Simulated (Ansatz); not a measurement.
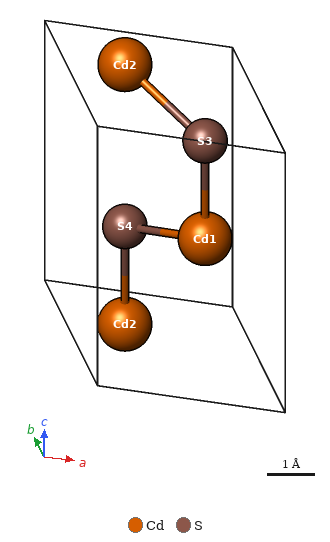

The structure as given in the input (ball-and-stick view of the cell of the calculation, seen at an oblique angle; atoms are numbered from 1 in the order of the input). An atom can appear more than once, as a periodic image. Near neighbours in the periodic cell (some may lie outside the picture): Cd has 4 S at 2.55 Å; S has 4 Cd at 2.55 Å.

CdS: geometry relaxation

System: CdS (P6₃mc, 4 atoms in the cell).
Method: DFT PBE, scalar-relativistic, plane waves, PAW, no spin polarisation (Ansatz 0.2.0).

The structure derives from a Materials Project entry. Figures and captions count atoms from 1; the log counts them from 0 in places.

Input file
```yaml
crystal:
  lattice:
    - [4.1688381, 0.0, 0.0]
    - [-2.08441905, 3.6103197, 0.0]
    - [0.0, 0.0, 6.77961741]
  atoms:
    - { symbol: Cd, position: [0.66666667, 0.33333333, 0.50022437] }
    - { symbol: Cd, position: [0.33333333, 0.66666667, 0.00022437] }
    - { symbol: S, position: [0.66666667, 0.33333333, 0.87677563] }
    - { symbol: S, position: [0.33333333, 0.66666667, 0.37677563] }
basis:
  ecutwfc: 420
kpoints:
  mp_grid: { grid: [6, 6, 4] }
hamiltonian:
  xc: pbe
scf:
  occupations: { method: gaussian, width: 0.02 }
output:
  forces: true
  stress: true
  eigenvalues: true
relax:
  adjacent_minimum: "off"
  f_tol: 0.005
  max_steps: 80
  cell: { stress_tol: 0.05 }
```

Machine: 8 threads of Intel Xeon (Granite Rapids), 192 GiB of memory available, shared host.

Command:
```bash
ansatz run input.yaml --threads 8 --pin off --max-ram 28672MiB --backend cpu --events-out ev --progress --plain --runs-dir out
```

What the program printed
```
Engine: ansatz 0.2.0, x86_64-unknown-linux-gnu
Pseudopotentials: kind: paw
Pseudopotential: Cd, paw, valence charge 20, recommended cutoff 420 eV (normal), Cd.paw.azcp
Pseudopotential: S, paw, valence charge 6, recommended cutoff 420 eV (normal), S.paw.azcp
Functional definition: PBE
  parameter kappa = 0.804
  parameter beta = 0.06672455060314922
  exchange = pbe_x(kappa = kappa, mu = beta*pi^2/3)
  correlation = pbe_c(beta = beta)
Crystal: 4 atoms, lattice volume = 102.039 Å³
Basis set: ecut = 420 eV, 1985 PW (Γ), exchange–correlation on 60×60×96 points (8 copies of the dense FFT grid, shifted against one another)
Bands: 32, of which v1, the nominal top of the filled ones, is band 26 counted from 1 (25 counted from 0)
Symmetry: 12 space group operations
Space group: P63mc (ITA 186), of the structure as read, at distance tolerance 4.7e-5 Å
k-points: 21 of 144 (time reversal used)
Non-local potential: Cd, projectors of the file, l = 0: 3, l = 1: 2, l = 2: 2, l = 3: 1
Non-local potential: S, projectors of the file, l = 0: 2, l = 1: 2, l = 2: 2
PAW form: soft (Blöchl's): semilocal exchange-correlation on the pseudo side does not see the compensation charge
PAW one-centre angular grid: Cd, 590 points (default); XC on 64 Gauss nodes
PAW one-centre angular grid: S, 110 points (default); XC on 64 Gauss nodes
Initial density: superposition of atomic densities (neutral atoms: chi_scale 0, normalization atom), corrected by the library's trained network
Initial wavefunctions: pseudopotential atomic-orbital guess
Functional: x = pbe(κ = 0.804, μ = 0.2195149727645171), c = pbe(β = 0.06672455060314922)
SCF iter   1: F=—  HF=-18315.651203 eV  |F-HF|=—  |Δ(HF+E_count)|=         —  Δρ=5.87e-4  dr2=4.42e-4  ethr=1.77e-3  ⟨swp⟩=6.3  Hψ=2771  notcnv=0
preconditioner: auto → Resta (q_TF=auto, 2.438 Å⁻¹)  ε∞=4.6  [insulator: Δε(μ)=1.154 eV  Ē_g=11.564 eV  σ=0.020 eV  W_gap=1.00  n_scr=22 (ndim 8)  ℏωp=22.1 eV  f_vac=0.135  D(μ)=0.00/eV (n_scr^D=0)  ε∞_Penn≈4.6]
SCF iter   2: F=—  HF=-18315.652704 eV  |F-HF|=—  |Δ(HF+E_count)|=   1.50e-3  Δρ=3.07e-4  dr2=1.19e-4  ethr=8.49e-7  ⟨swp⟩=2.9  Hψ=1460  notcnv=0  defer=7
SCF iter   3: F=—  HF=-18315.652764 eV  |F-HF|=—  |Δ(HF+E_count)|=   5.97e-5  Δρ=1.04e-4  dr2=8.40e-6  ethr=2.28e-7  ⟨swp⟩=2.0  Hψ=1013  notcnv=0  defer=7
SCF iter   4: F=—  HF=-18315.652841 eV  |F-HF|=—  |Δ(HF+E_count)|=   7.69e-5  Δρ=4.54e-5  dr2=1.91e-6  ethr=1.62e-8  ⟨swp⟩=2.3  Hψ=1014  notcnv=0  defer=7
SCF iter   5: F=—  HF=-18315.652845 eV  |F-HF|=—  |Δ(HF+E_count)|=   3.81e-6  Δρ=1.00e-5  dr2=1.34e-7  ethr=3.67e-9  ⟨swp⟩=2.0  Hψ=1014  notcnv=0  defer=7
SCF iter   6: F=-18315.652845 eV  HF=-18315.652845 eV  |F-HF|=1.30e-8  |Δ(HF+E_count)|=   1.84e-7  Δρ=3.76e-6  dr2=2.13e-8  ethr=1.92e-10  ⟨swp⟩=7.0  Hψ=2865  notcnv=0
SCF 1 converged in 6 iterations: F = -18315.652845 eV  dr2 = 2.13e-8
  greatest PAW one-centre occupation: 1.000 electrons in one spin orbital (limit 2), on the Cd atom at site 1 (counted from 0), in its partial waves of l = 0
relax step   1: F+E_penalty+E_count = -18315.65284472 eV  Δ(F+E_penalty+E_count) = +0.000e0 eV  max|allowed force component| = 3.111e-3 eV/Å  Δτ_max = 0.0000 Å  P = +1.142 GPa  Ω = 102.039 Å³  (6 SCF iters, dr2 threshold 1.00e-7 eV, accepted)
Crystal: 4 atoms, lattice volume = 104.218 Å³
Initial density: handed on by an earlier stage of this run
Initial wavefunctions: those handed on with the density
iter 1 solved again at ethr=8.25e-7 eV; its pass at ethr=3.10e-3 eV (dr2=4.29e-4 eV) is discarded
SCF iter   1: F=—  HF=-18315.659788 eV  |F-HF|=—  |Δ(HF+E_count)|=         —  Δρ=5.70e-4  dr2=4.69e-4  ethr=8.25e-7  ⟨swp⟩=2.0  Hψ=3239  notcnv=0
preconditioner: auto → Resta (q_TF=auto, 2.430 Å⁻¹)  ε∞=4.6  [insulator: Δε(μ)=1.107 eV  Ē_g=11.472 eV  σ=0.020 eV  W_gap=1.00  n_scr=22 (ndim 8)  ℏωp=21.8 eV  f_vac=0.144  D(μ)=0.00/eV (n_scr^D=0)  ε∞_Penn≈4.6]
SCF iter   2: F=—  HF=-18315.659691 eV  |F-HF|=—  |Δ(HF+E_count)|=   9.78e-5  Δρ=2.87e-4  dr2=1.35e-4  ethr=8.25e-7  ⟨swp⟩=2.0  Hψ=752  notcnv=0
SCF iter   3: F=—  HF=-18315.659745 eV  |F-HF|=—  |Δ(HF+E_count)|=   5.43e-5  Δρ=8.92e-5  dr2=1.50e-5  ethr=2.60e-7  ⟨swp⟩=2.0  Hψ=796  notcnv=0
SCF iter   4: F=—  HF=-18315.659756 eV  |F-HF|=—  |Δ(HF+E_count)|=   1.16e-5  Δρ=3.38e-5  dr2=1.19e-6  ethr=2.88e-8  ⟨swp⟩=2.0  Hψ=1050  notcnv=0
SCF iter   5: F=-18315.659759 eV  HF=-18315.659758 eV  |F-HF|=2.86e-7  |Δ(HF+E_count)|=   1.87e-6  Δρ=1.35e-5  dr2=1.63e-7  ethr=7.69e-10  ⟨swp⟩=5.9  Hψ=2845  notcnv=0
SCF 2 converged in 5 iterations: F = -18315.659759 eV  dr2 = 1.63e-7
relax step   2: F+E_penalty+E_count = -18315.65975858 eV  Δ(F+E_penalty+E_count) = -6.914e-3 eV  max|allowed force component| = 1.461e-3 eV/Å  Δτ_max = 0.0002 Å  P = -0.033 GPa  Ω = 104.218 Å³  energy of the carried Pulay correction = -4.782e-4 eV  (5 SCF iters, dr2 threshold 4.00e-7 eV, accepted)
Initial wavefunctions: pseudopotential atomic-orbital guess (no wavefunctions were taken with the density)
iter 1 solved again at ethr=1.13e-7 eV; its pass at ethr=3.10e-3 eV (dr2=5.86e-5 eV) is discarded
SCF iter   1: F=—  HF=-18315.660146 eV  |F-HF|=—  |Δ(HF+E_count)|=         —  Δρ=4.11e-5  dr2=3.64e-7  ethr=1.13e-7  ⟨swp⟩=3.0  Hψ=4570  notcnv=0
preconditioner: auto → Resta (q_TF=auto, 2.430 Å⁻¹)  ε∞=4.6  [insulator: Δε(μ)=1.110 eV  Ē_g=11.472 eV  σ=0.020 eV  W_gap=1.00  n_scr=22 (ndim 8)  ℏωp=21.8 eV  f_vac=0.141  D(μ)=0.00/eV (n_scr^D=0)  ε∞_Penn≈4.6]
SCF iter   2: F=—  HF=-18315.660210 eV  |F-HF|=—  |Δ(HF+E_count)|=   6.42e-5  Δρ=2.13e-5  dr2=1.41e-7  ethr=6.99e-10  ⟨swp⟩=2.0  Hψ=1037  notcnv=0
SCF iter   3: F=—  HF=-18315.660210 eV  |F-HF|=—  |Δ(HF+E_count)|=   4.50e-7  Δρ=4.11e-6  dr2=1.45e-8  ethr=2.71e-10  ⟨swp⟩=2.0  Hψ=994  notcnv=0
SCF iter   4: F=—  HF=-18315.660210 eV  |F-HF|=—  |Δ(HF+E_count)|=   2.76e-8  Δρ=1.34e-6  dr2=3.95e-9  ethr=2.79e-11  ⟨swp⟩=2.0  Hψ=981  notcnv=0
SCF iter   5: F=—  HF=-18315.660210 eV  |F-HF|=—  |Δ(HF+E_count)|=   1.49e-8  Δρ=4.15e-7  dr2=1.12e-10  ethr=7.59e-12  ⟨swp⟩=2.0  Hψ=1050  notcnv=0
SCF iter   6: F=-18315.660210 eV  HF=-18315.660210 eV  |F-HF|=7.28e-12  |Δ(HF+E_count)|=  1.09e-10  Δρ=1.54e-7  dr2=1.32e-11  ethr=1.00e-12  ⟨swp⟩=4.1  Hψ=2228  notcnv=0
SCF 3 converged in 6 iterations: F = -18315.660210 eV  dr2 = 1.32e-11
  greatest PAW one-centre occupation: 1.000 electrons in one spin orbital (limit 2), on the Cd atom at site 0 (counted from 0), in its partial waves of l = 0
relax step   3: F+E_penalty+E_count = -18315.66021027 eV  Δ(F+E_penalty+E_count) = -4.517e-4 eV  max|allowed force component| = 1.471e-3 eV/Å  Δτ_max = 0.0000 Å  P = -0.035 GPa  Ω = 104.218 Å³  stress off target by 3.98e-2 GPa  SCF on the basis re-selected at this cell (its energy is not comparable with the rows above)  (6 SCF iters)
```

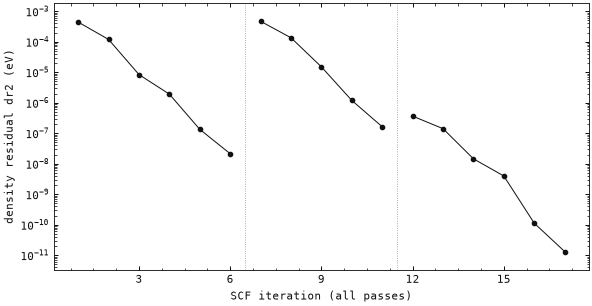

Convergence of the self-consistent field: density residual dr2 against the SCF iteration. The dotted lines part the SCF passes of the relaxation: geometry steps, rejected trials and re-solves on a re-selected basis. The passes take 6, 5 and 6 iterations.

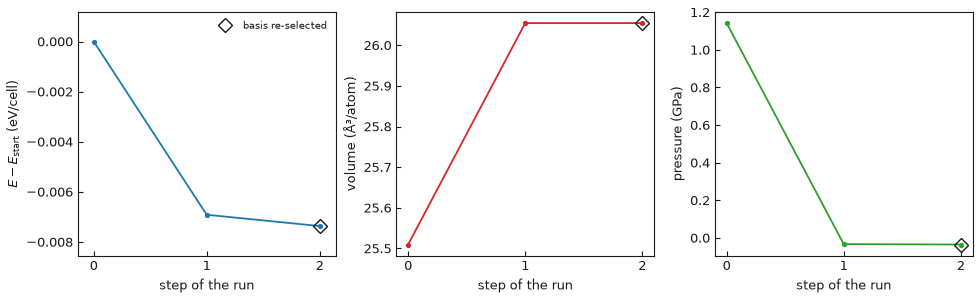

Progress of the relaxation, step by step (the first geometry is step 0 here and step 1 in the log).

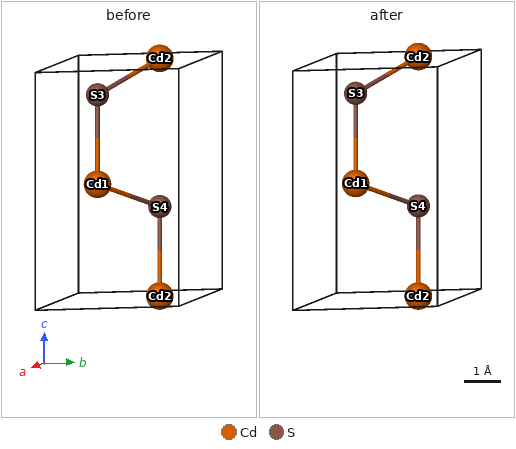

Before (left) and after (right) the relaxation, at one scale (ball-and-stick view of the cell of the calculation, seen slightly off an axis). Over 1 geometry step the energy falls by 6.9 meV per cell of the calculation. The largest force component goes from 0.0031 to 0.0015 eV/Å. The pressure goes from 1.14 to −0.04 GPa. The atoms keep their places relative to the cell (all moves are under 0.005 Å). The volume changes by +2.1 %, with a = b 4.169 → 4.197 Å (+0.7 %), c 6.780 → 6.831 Å (+0.8 %). Among the contacts that change: Cd1–S3 2.553 → 2.572 Å. The space group stays P6_3mc (No. 186). A last SCF at the same geometry on a re-selected plane-wave basis shifts the energy by −0.5 meV per cell of the calculation. (Atoms are counted from 1 in the order of the input.)

```
basis re-selected at this cell: Δ(F+E_penalty+E_count) = -4.517e-4 eV, ΔP = -0.002 GPa vs the last step (what re-selecting the basis moved, of the pressure what is left beyond the Pulay correction that the steps carried, after the strain that the cell walked since its last selection, with what the two solves' SCF thresholds leave and, on support functions, any second-order correction that the steps lacked; it is no measure of the basis error at this ecutwfc). This SCF's stress stands 3.98e-2 GPa from its target on what of the cell is left free (relax.cell.stress_tol is 5.00e-2 GPa) and its largest allowed force component is 1.47e-3 eV/Å (relax.f_tol is 5.00e-3 eV/Å): within both
SCF converged after 6 iterations
Free energy (F): -18315.660210 eV
Harris-Foulkes:  -18315.660210 eV  (|F-HF|=7.28e-12)
Internal energy: -18315.660210 eV  (E = F + TS)
E sigma→0 (E₀):  -18315.660210 eV
Fermi energy:    6.791507 eV
--- Per-component energies (eV) ---
  E_band       = -1041.941533
  E_kinetic    = 1221.703503
  E_local      = -8179.510655  (includes V_loc(G=0)·N_el)
  E_nonlocal   = 124.441374
  E_hartree    = 3749.732983
  E_xc         = -546.782995
  E_vxc        = -616.844480  (∫ρ·V_xc dr)
  E_paw        = -9367.871888  (= ΣΔE_a)
  E_vpaw       = -1091.197117  (= ΣTr[D̂ρ^β])
  E_aug_tail   = 0.000030  (compensation charges beyond the density's cutoff)
  E_ewald      = -5317.372562
  E_smearing   = -0.000000  (= −TS)
  E_closure    = 0.000000  (closes the sum)
  Σ components = -18315.660210   (vs F -18315.660210, Δ=0.00e0)
--- Forces (eV/Å), atoms counted from 1 ---
  atom   1  Cd     0.00000000     0.00000000    -0.00147078
  atom   2  Cd     0.00000000    -0.00000000    -0.00147078
  atom   3  S      0.00000000     0.00000000     0.00147137
  atom   4  S     -0.00000000    -0.00000000     0.00147137
  max |Σ_I F_I| component: 1.17e-6 eV/Å
--- Stress (GPa, compression-positive) ---
       -0.032681       0.000000       0.000000
        0.000000      -0.032681       0.000000
        0.000000       0.000000      -0.039758
  P = ⅓ Tr σ = -0.0350 GPa (-0.350 kbar)
--- Band table (eV; the first three rows and the last of 21) ---
  k-point 0: bands = ["-94.9758", "-94.9758", "-56.0479", "-56.0477", "-56.0477", "-56.0476", "-56.0476", "-56.0474", "-5.8441", "-5.4553", "-1.3052", "-1.2991", "-1.2991", "-1.2246", "-1.2246", "-0.9351", "-0.9351", "-0.8556", "-0.8556", "-0.5482", "2.1435", "5.5444", "5.5444", "6.1974", "6.2366", "6.2366", "7.3462", "8.9718", "12.7046", "12.7046", "12.9935", "13.7572"]
  k-point 1: bands = ["-94.9758", "-94.9758", "-56.0478", "-56.0477", "-56.0477", "-56.0476", "-56.0476", "-56.0475", "-5.7858", "-5.5101", "-1.2910", "-1.2910", "-1.2601", "-1.2384", "-1.2384", "-0.9210", "-0.9210", "-0.8648", "-0.8648", "-0.7721", "2.6888", "5.2288", "5.6403", "5.6403", "6.1293", "6.1293", "8.2230", "9.0381", "12.5146", "12.7736", "12.7736", "13.1811"]
  k-point 2: bands = ["-94.9758", "-94.9758", "-56.0476", "-56.0476", "-56.0476", "-56.0476", "-56.0476", "-56.0476", "-5.6462", "-5.6462", "-1.2675", "-1.2675", "-1.2675", "-1.2675", "-1.0904", "-1.0904", "-0.8905", "-0.8905", "-0.8905", "-0.8905", "3.8782", "3.8782", "5.8791", "5.8791", "5.8791", "5.8791", "8.9897", "8.9897", "12.3487", "12.3487", "13.0429", "13.0429"]
  k-point 20: bands = ["-94.9758", "-94.9758", "-56.0480", "-56.0480", "-56.0479", "-56.0479", "-56.0476", "-56.0476", "-5.3649", "-5.3649", "-1.1354", "-1.1354", "-1.1219", "-1.1219", "-0.9266", "-0.9266", "-0.9198", "-0.9198", "-0.4113", "-0.4113", "2.4434", "2.4434", "4.0011", "4.0011", "5.2108", "5.2108", "10.5369", "10.5369", "12.3361", "12.3361", "12.6107", "12.6107"]
--- Relaxed structure (2 steps of the walk, 2 accepted, 1 SCFs on fresh bases) ---
  F+E_penalty+E_count = -18315.66021027 eV   max|allowed force component| = 1.471e-3 eV/Å   (the final SCF, on the basis selected at the relaxed cell)
  cell:  # Å, volume = 104.2178 Å³
    - [4.197318299172627, 0.0, 0.0]
    - [-2.0986591495863136, 3.634984274852788, 0.0]
    - [0.0, 0.0, 6.8307328195539325]
  atoms:
    - { symbol: Cd, position: [0.6666666666666666, 0.33333333333333326, 0.5002556788118743] }
    - { symbol: Cd, position: [0.33333333333333326, 0.6666666666666665, 0.000255678811874334] }
    - { symbol: S, position: [0.6666666666666666, 0.33333333333333326, 0.8767443211881257] }
    - { symbol: S, position: [0.33333333333333326, 0.6666666666666665, 0.3767443211881256] }
```

Trajectory as extended XYZ (Å, eV, eV/Å), 3 frames, from step=1 to step=3
```
4
Lattice="4.1688 0.0000 0.0000 -2.0844 3.6103 0.0000 0.0000 0.0000 6.7796" Properties=species:S:1:pos:R:3:forces:R:3 step=1 energy=-18315.65285 pressure_GPa=1.14
Cd    2.0844    1.2034    3.3913    0.0000   0.0000  -0.0031
Cd    0.0000    2.4069    0.0015    0.0000   0.0000  -0.0031
S     2.0844    1.2034    5.9442    0.0000   0.0000   0.0031
S     0.0000    2.4069    2.5544    0.0000   0.0000   0.0031
4
Lattice="4.1973 0.0000 0.0000 -2.0987 3.6350 0.0000 0.0000 0.0000 6.8307" Properties=species:S:1:pos:R:3:forces:R:3 step=2 energy=-18315.65976 pressure_GPa=-0.03
Cd    2.0987    1.2117    3.4171    0.0000   0.0000  -0.0015
Cd    0.0000    2.4233    0.0017    0.0000   0.0000  -0.0015
S     2.0987    1.2117    5.9888    0.0000   0.0000   0.0015
S     0.0000    2.4233    2.5734    0.0000   0.0000   0.0015
4
Lattice="4.1973 0.0000 0.0000 -2.0987 3.6350 0.0000 0.0000 0.0000 6.8307" Properties=species:S:1:pos:R:3:forces:R:3 step=3 energy=-18315.66021 pressure_GPa=-0.04
Cd    2.0987    1.2117    3.4171    0.0000   0.0000  -0.0015
Cd    0.0000    2.4233    0.0017    0.0000   0.0000  -0.0015
S     2.0987    1.2117    5.9888    0.0000   0.0000   0.0015
S     0.0000    2.4233    2.5734    0.0000   0.0000   0.0015
```

Key numbers

```json
{"quantity": "outcome", "value": "converged"}
{"quantity": "space group (tolerance 0.01 Å)", "value": "P6₃mc (186)"}
{"quantity": "electrons treated", "value": "52"}
{"quantity": "free energy", "value": "−18315.6602 eV"}
{"quantity": "Fermi energy", "value": "6.792 eV"}
{"quantity": "gap on the k-point mesh", "value": "1.11 eV"}
{"quantity": "pressure", "value": "−0.04 GPa"}
{"quantity": "final volume", "value": "104.22 Å³"}
{"quantity": "largest force (length of the vector) at the end", "value": "0.001 eV/Å"}
{"quantity": "final cell", "value": "a = 4.197 Å, b = 4.197 Å, c = 6.831 Å, α = 90.00°, β = 90.00°, γ = 120.00°"}
{"quantity": "wall time", "value": "1.6 s (CPU time 9.4 s)"}
{"quantity": "peak memory", "value": "0.53 GiB"}
```
